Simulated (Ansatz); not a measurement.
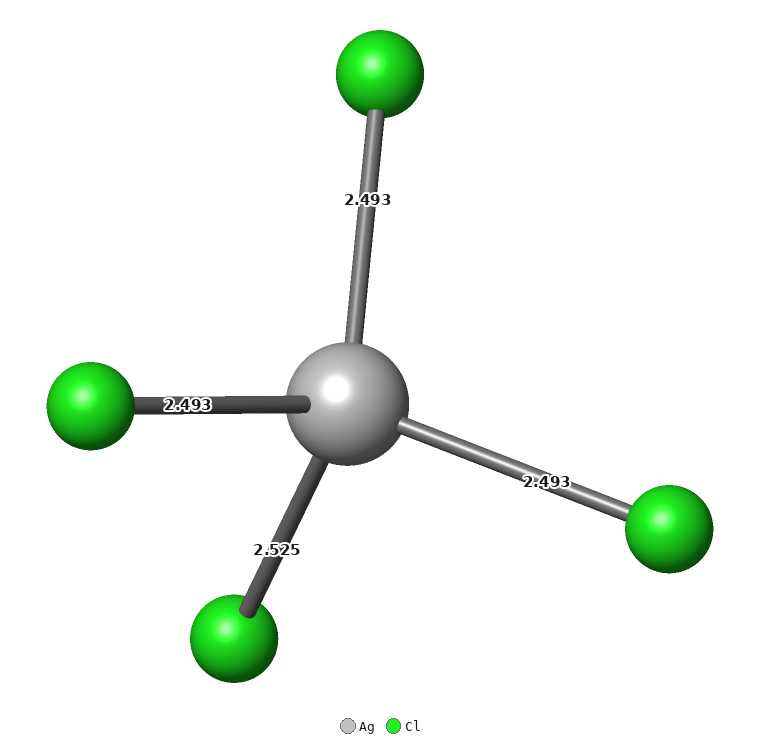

The surroundings of site Ag1 (at 0.333, 0.667, 0.993) in AgCl (P6_3mc), with bond lengths in Å.

Origin of the cell: the geometry relaxed with DFT, LDA, plane waves, PAW (Ansatz); the starting structure was generated, so it need not be a known form of this composition.

```
Ag Cl
1.0
     4.13069    0.00000    0.00000
    -2.06534    3.57728    0.00000
     0.00000    0.00000    6.50302
Ag Cl
2 2
Direct
  0.33333 0.66667 0.99332
  0.66667 0.33333 0.49332
  0.33333 0.66667 0.38168
  0.66667 0.33333 0.88168
```

Bond valence s = exp((R0 − d)/b), R0 fitted to published crystal structures with b = 0.37 Å; R0 in Å: Ag+–Cl 2.090.

Question: Calculate the bond-valence sum of Ag1 from the bonds drawn.

Answer: 3 × 0.336 + 1 × 0.309 = 1.32 v.u., against a formal valence of 1: overbonded (bonds short for this ion) by 0.32.

Question: And over the whole structure?

Answer:
| site | x, y, z | formal valence | bond-valence sum | difference |
| --- | --- | --- | --- | --- |
| Ag1 | 0.333, 0.667, 0.993 | +1 | 1.33 | 0.33 |
| Cl1 | 0.333, 0.667, 0.382 | −1 | 1.33 | 0.33 |

These sums include all anions within 5 Å. The global instability index (root mean square of the differences over all atoms) is 0.33 v.u.: above 0.2, which by the usual rule of thumb marks a strained structure. Cells relaxed with LDA tend to have short bonds, which raises the sums.
